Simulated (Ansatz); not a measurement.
Nb2Si

The calculation's input:

```
crystal:
  lattice:
    - [3.4231684649, 0.0, 0.0]
    - [-1.7115842324, 2.964550852, 0.0]
    - [0.0, 0.0, 5.2442691763]
  atoms:
    - { symbol: Nb, position: [0.3333333333, 0.6666666667, 0.3003651315] }
    - { symbol: Nb, position: [0.6666666667, 0.3333333333, 0.6996348685] }
    - { symbol: Si, position: [0.0, 0.0, 0.0] }
basis:
  ecutwfc: 500
kpoints:
  mp_grid: { grid: [12, 12, 8] }
hamiltonian:
  xc: r2scan
scf:
  occupations: { method: gaussian, width: 0.1 }
output:
  forces: true
  stress: true
  eigenvalues: true
  write_density: true
  write_potential: true
  elf: true
  volumetric_format: npy
relax:
  adjacent_minimum: "off"
  f_tol: 0.01
  max_steps: 60
  cell: { stress_tol: 0.1 }
```

Launched as:

```sh
ansatz run input.yaml --threads 1 --pin off --max-ram 2560MiB --backend cpu --events-out ev --progress --plain --runs-dir out
```

Below, planes, directions and counts refer to the conventional cell (a = 3.40 Å, b = 3.40 Å, c = 5.31 Å, α = 90.00°, β = 90.00°, γ = 120.00°).

The fields are those of the run's last geometry, not of the input's.

Space group P-3m1.

These are results of DFT r2SCAN, scalar-relativistic, plane waves, PAW (Ansatz), not measurements.

What can the converged valence pseudo-density and electron localisation function tell about the bonding?

Nb–Si (2.53 Å): ρ at the midpoint is about 0.45 e/Å³; the ELF peaks at about 0.70 in the valence shell of Si, 0.9 Å from its nucleus, and is about 0.45 at the midpoint.
Nb–Nb (2.88 Å): ρ is about 0.3 e/Å³ halfway; the ELF is about 0.30 at the midpoint.

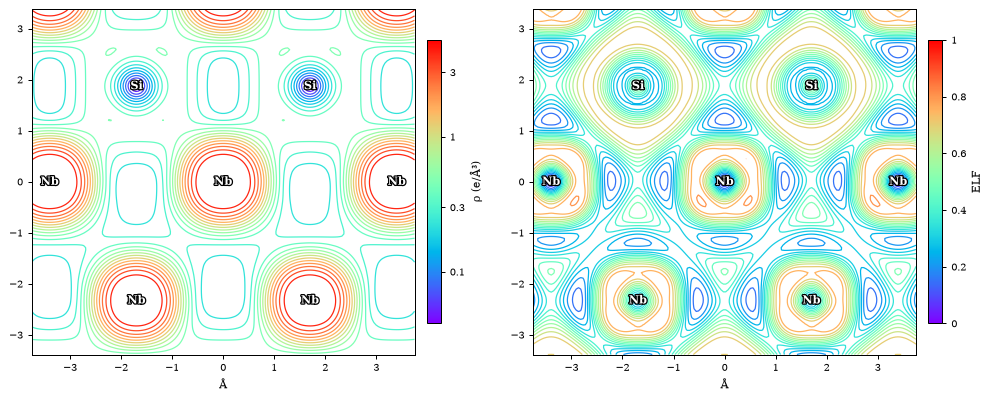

Computed valence pseudo-density and electron localisation function on the (011) plane of the conventional cell, in this order. 
